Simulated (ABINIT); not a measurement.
Run report: BN, dielectric calculation (part 1 of 3)

System: BN (P6₃/mmc, 4 atoms in the cell).
Method: Kohn-Sham DFT of a periodic cell, PBEsol, PseudoDojo NC SR PBEsol v0.4.1 standard, no spin polarisation (ABINIT 10.8.3).

The structure derives from an entry of the Crystallography Open Database.

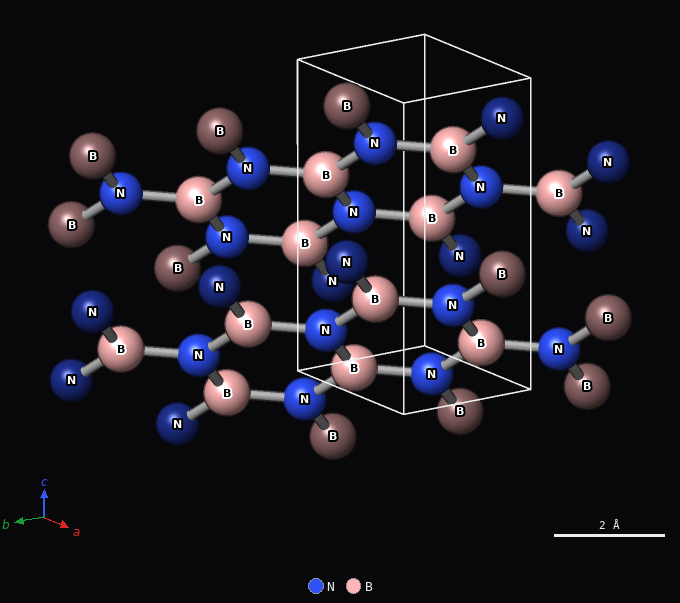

The input geometry (ball-and-stick view of the cell of the calculation, repeated 2 × 3 × 1, seen at an oblique angle; neighbours outside the cell are drawn fainter).

The input
```
ndtset 3

pp_dirpath "./"
pseudos "N.upf, B.upf"

acell 4.7209893936 4.7209893937 12.5396556452
rprim
     1.0000000000     0.0000000000     0.0000000000
    -0.5000000000     0.8660254038     0.0000000000
     0.0000000000     0.0000000000     1.0000000000
ntypat 2
znucl 7 5
natom 4
typat 1 1 2 2
xred
            2/3            1/3            1/4
            1/3            2/3            3/4
            2/3            1/3            3/4
            1/3            2/3            1/4

ecut 979.609905 eV

ngkpt 8 8 2
nshiftk 1
shiftk 0.0 0.0 0.5

ixc -116133

nband 8
occopt 1

nstep 80
diemac 6.0

prteig 0
prtebands 0
prtwf 0
prtden 0
prtpot 0

kptopt1 1
tolvrs1 1.0e-15
prtwf1 1

iscf2 -3
rfelfd2 2
rfdir2 1 1 1
getwfk2 1
kptopt2 2
nqpt2 1
qpt2 0.0 0.0 0.0
tolwfr2 1.0e-18
prtwf2 1

rfelfd3 3
rfdir3 1 1 1
getwfk3 1
getddk3 2
kptopt3 2
nqpt3 1
qpt3 0.0 0.0 0.0
tolvrs3 1.0e-8
```

File mrgddb.in
```
merged_DDB
BN
2
runo_DS1_DDB
runo_DS3_DDB
```

File anaddb.abi
```
ddb_filepath "merged_DDB"
output_file "anaddb.abo"
outdata_prefix "ana"
asr 2
chneut 1
dipdip 1
dieflag 2
enunit 0
```

Run on 1 thread of Arm Neoverse V1, 24 GiB of memory available, shared host.

Run as:
```bash
abinit run.abi > log 2>&1
mrgddb < mrgddb.in > mrgddb.log 2>&1
anaddb anaddb.abi > anaddb.log 2>&1
```

Output
```
.Version 10.8.3 of ABINIT
 DATASET    1 : space group P6_3/m m c (#194); Bravais hP (primitive hexag.)
================================================================================
 Values of the parameters that define the memory need for DATASET  1.
     intxc =       0    ionmov =       0      iscf =       7    lmnmax =       4
     lnmax =       4     mgfft =      72  mpssoang =       2    mqgrid =    3387
     natom =       4  nloc_mem =       1    nspden =       1   nspinor =       1
    nsppol =       1      nsym =      24    n1xccc =    2501    ntypat =       2
    occopt =       1   xclevel =       2
       mpw =        2508          nfft =       52488          nkpt =          10
================================================================================
================================================================================

 DATASET    2 : space group P6_3/m m c (#194); Bravais hP (primitive hexag.)
================================================================================
 Values of the parameters that define the memory need for DATASET  2 (RF).
     intxc =       0      iscf =      -3    lmnmax =       4     lnmax =       4
     mgfft =      72  mpssoang =       2    mqgrid =    3387     natom =       4
  nloc_mem =       1    nspden =       1   nspinor =       1    nsppol =       1
      nsym =      24    n1xccc =    2501    ntypat =       2    occopt =       1
   xclevel =       2
      nfft =       52488          nkpt =          64
================================================================================
================================================================================

 DATASET    3 : space group P6_3/m m c (#194); Bravais hP (primitive hexag.)
================================================================================
 Values of the parameters that define the memory need for DATASET  3 (RF).
     intxc =       0      iscf =       7    lmnmax =       4     lnmax =       4
     mgfft =      72  mpssoang =       2    mqgrid =    3387     natom =       4
  nloc_mem =       1    nspden =       1   nspinor =       1    nsppol =       1
      nsym =      24    n1xccc =    2501    ntypat =       2    occopt =       1
   xclevel =       2
      nfft =       52488          nkpt =          64
================================================================================
================================================================================

--------------------------------------------------------------------------------
------------- Echo of variables that govern the present computation ------------
--------------------------------------------------------------------------------
 -outvars: echo values of preprocessed input variables --------
            acell      4.7209893936E+00  4.7209893937E+00  1.2539655645E+01 Bohr
              amu      1.40067400E+01  1.08110000E+01
           diemac      6.00000000E+00
             ecut      3.60000000E+01 Hartree
           getddk1          0
           getddk2          0
           getddk3          2
           getwfk1          0
           getwfk2          1
           getwfk3          1
             iscf1          7
             iscf2         -3
             iscf3          7
              ixc     -116133
           jdtset        1    2    3
                       outvar_i_n : Printing only first  50 k-points.
           kptopt1          1
           kptopt2          2
           kptopt3          2
         kptrlatt        8    0    0      0    8    0      0    0    2
          kptrlen      2.50793113E+01
            natom           4
            nband1          8
            nband2          8
            nband3          8
           ndtset           3
            ngfft          27      27      72
             nkpt1         10
             nkpt2         64
             nkpt3         64
             nqpt1          0
             nqpt2          1
             nqpt3          1
            nstep          80
             nsym          24
           ntypat           2
        optdriver1          0
        optdriver2          1
        optdriver3          1
           prtden           0
        prtebands           0
           prteig           0
            prtwf1          1
            prtwf2          1
            prtwf3          0
           rfelfd1          0
           rfelfd2          2
           rfelfd3          3
            rprim      1.0000000000E+00  0.0000000000E+00  0.0000000000E+00
                      -5.0000000000E-01  8.6602540380E-01  0.0000000000E+00
                       0.0000000000E+00  0.0000000000E+00  1.0000000000E+00
           shiftk      0.00000000E+00  0.00000000E+00  5.00000000E-01
          spgroup         194
           tolvrs1     1.00000000E-15
           tolvrs2     0.00000000E+00
           tolvrs3     1.00000000E-08
           tolwfr1     0.00000000E+00
           tolwfr2     1.00000000E-18
           tolwfr3     0.00000000E+00
            typat      1  1  2  2
                       outvars : Printing only first  50 k-points.
           xangst      1.2491199991E+00  7.2117976779E-01  1.6589249989E+00
                      -1.7639405539E-11  1.4423595356E+00  4.9767749966E+00
                       1.2491199991E+00  7.2117976779E-01  4.9767749966E+00
                      -1.7639405539E-11  1.4423595356E+00  1.6589249989E+00
            xcart      2.3604946968E+00  1.3628322487E+00  3.1349139113E+00
                      -3.3333645492E-11  2.7256644973E+00  9.4047417339E+00
                       2.3604946968E+00  1.3628322487E+00  9.4047417339E+00
                      -3.3333645492E-11  2.7256644973E+00  3.1349139113E+00
             xred      6.6666666667E-01  3.3333333333E-01  2.5000000000E-01
                       3.3333333333E-01  6.6666666667E-01  7.5000000000E-01
                       6.6666666667E-01  3.3333333333E-01  7.5000000000E-01
                       3.3333333333E-01  6.6666666667E-01  2.5000000000E-01
            znucl        7.00000    5.00000

================================================================================

 chkinp: Checking input parameters for consistency, jdtset=   1.

 chkinp: Checking input parameters for consistency, jdtset=   2.

 chkinp: Checking input parameters for consistency, jdtset=   3.

================================================================================
== DATASET  1 ==================================================================

--- !DatasetInfo
iteration_state: {dtset: 1, }
dimensions: {natom: 4, nkpt: 10, mband: 8, nsppol: 1, nspinor: 1, nspden: 1, mpw: 2508, }
cutoff_energies: {ecut:  36.0, pawecutdg:  -1.0, }
electrons: {nelect:   1.60000000E+01, charge:   0.00000000E+00, occopt:   1.00000000E+00, tsmear:   1.00000000E-02, }
meta: {optdriver: 0, ionmov: 0, optcell: 0, iscf: 7, paral_kgb: 0, }
...

 Real(R)+Recip(G) space primitive vectors, cartesian coordinates (Bohr,Bohr^-1):
 R(1)=  4.7209894  0.0000000  0.0000000  G(1)=  0.2118200  0.1222943  0.0000000
 R(2)= -2.3604947  4.0884967  0.0000000  G(2)=  0.0000000  0.2445887  0.0000000
 R(3)=  0.0000000  0.0000000 12.5396556  G(3)=  0.0000000  0.0000000  0.0797470
 Unit cell volume ucvol=  2.4203730E+02 bohr^3
 Angles (23,13,12)=  9.00000000E+01  9.00000000E+01  1.20000000E+02 degrees

 getcut: wavevector=  0.0000  0.0000  0.0000  ngfft=  27  27  72
         ecut(hartree)=     36.000   => boxcut(ratio)=   2.04104

--- Pseudopotential description ------------------------------------------------
- pspini: atom type   1  psp file is ./N.upf
   7.00000   5.00000  180301                  znucl, zion, pspdat
12 -116133 1 -1 1058                          pspcod,pspxc,lmax,lloc,mmax
     nproj     2     2

- pspini: atom type   2  psp file is ./B.upf
   5.00000   3.00000  180301                  znucl, zion, pspdat
12 -116133 1 -1 1534                          pspcod,pspxc,lmax,lloc,mmax
     nproj     2     2

   2.70932157E+02                                ecore*ucvol(ha*bohr**3)
--------------------------------------------------------------------------------

================================================================================

--- !BeginCycle
iteration_state: {dtset: 1, }
solver: {iscf: 7, nstep: 80, nline: 4, wfoptalg: 0, }
tolerances: {tolvrs: 1.00E-15, }
...

     iter   Etot(hartree)      deltaE(h)  residm     vres2
 ETOT  1  -26.587337758937    -2.659E+01 2.624E-01 5.326E+02
 ETOT  2  -26.666911693333    -7.957E-02 3.808E-04 1.789E+02
 ETOT  3  -26.733805612125    -6.689E-02 8.580E-04 1.637E+01
 ETOT  4  -26.738839991494    -5.034E-03 5.289E-05 1.473E-01
 ETOT  5  -26.738856981640    -1.699E-05 2.513E-06 3.802E-03
 ETOT  6  -26.738857725188    -7.435E-07 2.457E-08 2.095E-04
 ETOT  7  -26.738857800460    -7.527E-08 1.037E-09 3.796E-06
 ETOT  8  -26.738857801853    -1.392E-09 3.834E-11 1.170E-08
 ETOT  9  -26.738857801860    -7.095E-12 3.756E-12 1.183E-09
 ETOT 10  -26.738857801860    -5.933E-13 1.456E-13 1.519E-11
 ETOT 11  -26.738857801861    -9.948E-14 9.970E-15 3.962E-12
 ETOT 12  -26.738857801861    -7.105E-14 3.271E-16 4.719E-15
 ETOT 13  -26.738857801860     3.659E-13 3.443E-17 2.758E-16

 At SCF step   13       vres2   =  2.76E-16 < tolvrs=  1.00E-15 =>converged.

 Cartesian components of stress tensor (hartree/bohr^3)
  sigma(1 1)= -9.44589707E-05  sigma(3 2)=  0.00000000E+00
  sigma(2 2)= -9.44589710E-05  sigma(3 1)=  0.00000000E+00
  sigma(3 3)= -1.16571843E-05  sigma(2 1)=  5.54029587E-14

--- !ResultsGS
iteration_state: {dtset: 1, }
comment   : Summary of ground state results
lattice_vectors:
- [  4.7209894,   0.0000000,   0.0000000, ]
- [ -2.3604947,   4.0884967,   0.0000000, ]
- [  0.0000000,   0.0000000,  12.5396556, ]
lattice_lengths: [   4.72099,    4.72099,   12.53966, ]
lattice_angles: [ 90.000,  90.000, 120.000, ] # degrees, (23, 13, 12)
lattice_volume:   2.4203730E+02
convergence: {deltae:  3.659E-13, res2:  2.758E-16, residm:  3.443E-17, diffor: null, }
etotal    :  -2.67388578E+01
entropy   :   0.00000000E+00
fermie    :   1.01534946E-01
cartesian_stress_tensor: # hartree/bohr^3
- [ -9.44589707E-05,   5.54029587E-14,   0.00000000E+00, ]
- [  5.54029587E-14,  -9.44589710E-05,   0.00000000E+00, ]
- [  0.00000000E+00,   0.00000000E+00,  -1.16571843E-05, ]
pressure_GPa:   1.9670E+00
xred      :
- [  6.6667E-01,   3.3333E-01,   2.5000E-01,  N]
- [  3.3333E-01,   6.6667E-01,   7.5000E-01,  N]
- [  6.6667E-01,   3.3333E-01,   7.5000E-01,  B]
- [  3.3333E-01,   6.6667E-01,   2.5000E-01,  B]
cartesian_forces: # hartree/bohr
- [ -1.71106838E-28,  -2.30506684E-28,  -0.00000000E+00, ]
- [ -1.71106838E-28,  -2.30506684E-28,  -0.00000000E+00, ]
- [ -3.99249288E-28,   1.64647632E-28,  -0.00000000E+00, ]
- [  7.41462964E-28,   2.96365737E-28,  -0.00000000E+00, ]
force_length_stats: {min:   2.87072955E-28, max:   7.98498577E-28, mean:   4.51127794E-28, }
...

 Integrated electronic density in atomic spheres:
 ------------------------------------------------
 Atom  Sphere_radius  Integrated_density
    1        2.00000          5.76989505
    2        2.00000          5.76989505
    3        2.00000          3.53572877
    4        2.00000          3.53572877
================================================================================

 ----iterations are completed or convergence reached----

 Mean square residual over all n,k,spin=   44.427E-20; max=  34.435E-18
 reduced coordinates (array xred) for    4 atoms
       0.666666666667      0.333333333333      0.250000000000
       0.333333333333      0.666666666667      0.750000000000
       0.666666666667      0.333333333333      0.750000000000
       0.333333333333      0.666666666667      0.250000000000
 rms dE/dt=  1.5546E-27; max dE/dt=  3.2312E-27; dE/dt below (all hartree)
    1       0.000000000000      0.000000000000      0.000000000000
    2       0.000000000000      0.000000000000      0.000000000000
    3       0.000000000000     -0.000000000000      0.000000000000
    4      -0.000000000000      0.000000000000      0.000000000000

 cartesian coordinates (angstrom) at end:
    1      1.24911999914771     0.72117976779140     1.65892499887731
    2     -0.00000000001764     1.44235953558280     4.97677499663194
    3      1.24911999914771     0.72117976779140     4.97677499663194
    4     -0.00000000001764     1.44235953558280     1.65892499887731

 cartesian forces (hartree/bohr) at end:
    1     -0.00000000000000    -0.00000000000000    -0.00000000000000
    2     -0.00000000000000    -0.00000000000000    -0.00000000000000
    3     -0.00000000000000     0.00000000000000    -0.00000000000000
    4      0.00000000000000     0.00000000000000    -0.00000000000000
 frms,max,avg= 2.8707295E-28 7.4146296E-28   0.000E+00  0.000E+00  0.000E+00 h/b

 cartesian forces (eV/Angstrom) at end:
    1     -0.00000000000000    -0.00000000000000    -0.00000000000000
    2     -0.00000000000000    -0.00000000000000    -0.00000000000000
    3     -0.00000000000000     0.00000000000000    -0.00000000000000
    4      0.00000000000000     0.00000000000000    -0.00000000000000
 frms,max,avg= 1.4761885E-26 3.8127559E-26   0.000E+00  0.000E+00  0.000E+00 e/A
 length scales=  4.720989393600  4.720989393700 12.539655645200 bohr
              =  2.498239998313  2.498239998366  6.635699995509 angstroms
 Fermi (or HOMO) energy (hartree) =   0.10153   Average Vxc (hartree)=  -0.38171
 Eigenvalues (hartree) for nkpt=  10  k points:
 kpt#   1, nband=  8, wtk=  0.01563, kpt=  0.0000  0.0000  0.2500 (reduced coord)
  -0.54947   -0.54155   -0.12004   -0.06430    0.05523    0.05523    0.05621    0.05621
 prteigrs : prtvol=0 or 1, do not print more k-points.

--- !EnergyTerms
iteration_state     : {dtset: 1, }
comment             : Components of total free energy in Hartree
kinetic             :  1.86953587831881E+01
hartree             :  8.13558236578898E+00
xc                  : -8.59038270168458E+00
Ewald energy        : -1.83721330743204E+01
psp_core            :  1.11938185719511E+00
local_psp           : -2.55675857945957E+01
non_local_psp       : -2.15907923743182E+00
total_energy        : -2.67388578018603E+01
total_energy_eV     : -7.27601387422783E+02
band_energy         : -2.54390949980918E+00
...

 Cartesian components of stress tensor (hartree/bohr^3)
  sigma(1 1)= -9.44589707E-05  sigma(3 2)=  0.00000000E+00
  sigma(2 2)= -9.44589710E-05  sigma(3 1)=  0.00000000E+00
  sigma(3 3)= -1.16571843E-05  sigma(2 1)=  5.54029587E-14

-Cartesian components of stress tensor (GPa)         [Pressure=  1.9670E+00 GPa]
- sigma(1 1)= -2.77907886E+00  sigma(3 2)=  0.00000000E+00
- sigma(2 2)= -2.77907888E+00  sigma(3 1)=  0.00000000E+00
- sigma(3 3)= -3.42966204E-01  sigma(2 1)=  1.63001132E-09

================================================================================
== DATASET  2 ==================================================================

--- !DatasetInfo
iteration_state: {dtset: 2, }
dimensions: {natom: 4, nkpt: 64, mband: 8, nsppol: 1, nspinor: 1, nspden: 1, mpw: 2508, }
cutoff_energies: {ecut:  36.0, pawecutdg:  -1.0, }
electrons: {nelect:   1.60000000E+01, charge:   0.00000000E+00, occopt:   1.00000000E+00, tsmear:   1.00000000E-02, }
meta: {optdriver: 1, rfelfd: 2, }
...

 mkfilename : getwfk/=0, take file _WFK from output of DATASET   1.

 Real(R)+Recip(G) space primitive vectors, cartesian coordinates (Bohr,Bohr^-1):
 R(1)=  4.7209894  0.0000000  0.0000000  G(1)=  0.2118200  0.1222943  0.0000000
 R(2)= -2.3604947  4.0884967  0.0000000  G(2)=  0.0000000  0.2445887  0.0000000
 R(3)=  0.0000000  0.0000000 12.5396556  G(3)=  0.0000000  0.0000000  0.0797470
 Unit cell volume ucvol=  2.4203730E+02 bohr^3
 Angles (23,13,12)=  9.00000000E+01  9.00000000E+01  1.20000000E+02 degrees
 setup1 : take into account q-point for computing boxcut.

 getcut: wavevector=  0.0000  0.0000  0.0000  ngfft=  27  27  72
         ecut(hartree)=     36.000   => boxcut(ratio)=   2.04104
--------------------------------------------------------------------------------

 ==>  initialize data related to q vector <==

 The list of irreducible perturbations for this q vector is:
    1)    idir= 1    ipert=   5
    2)    idir= 2    ipert=   5
    3)    idir= 3    ipert=   5

================================================================================
```
